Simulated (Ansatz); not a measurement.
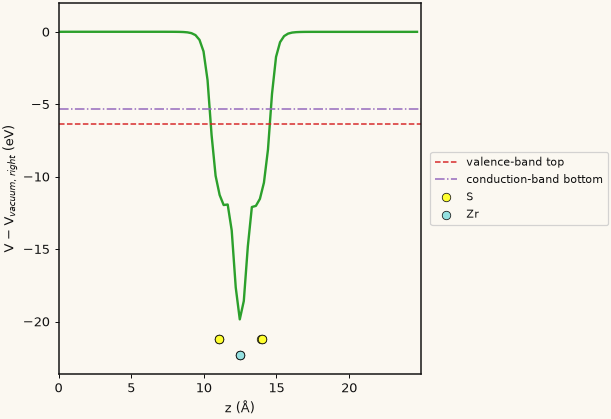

Write a caption with the findings.

Plane-averaged electrostatic potential energy of an electron across the slab; circles at the bottom mark the heights of the atoms. System: a (001) slab cut from ZrS2 (P-3m1), ended by S planes, 12 atoms in the cell, the slab at its places in the relaxed adsorbed structure. Level of theory: DFT PBE+D3(BJ), scalar-relativistic, plane waves, PAW, no spin polarisation, 3×3×1 k mesh, 420 eV cutoff; code Ansatz.

From the vacuum level at the right face the ionisation potential is 6.37 eV and the electron affinity 5.32 eV; the left face gives the same. The slab's gap, their difference before rounding, is 1.05 eV. The two vacuum levels agree, so the slab has no net dipole along its normal. The outermost atoms are 2.9 Å apart, which leaves 22.0 Å of vacuum in a cell 24.9 Å high.
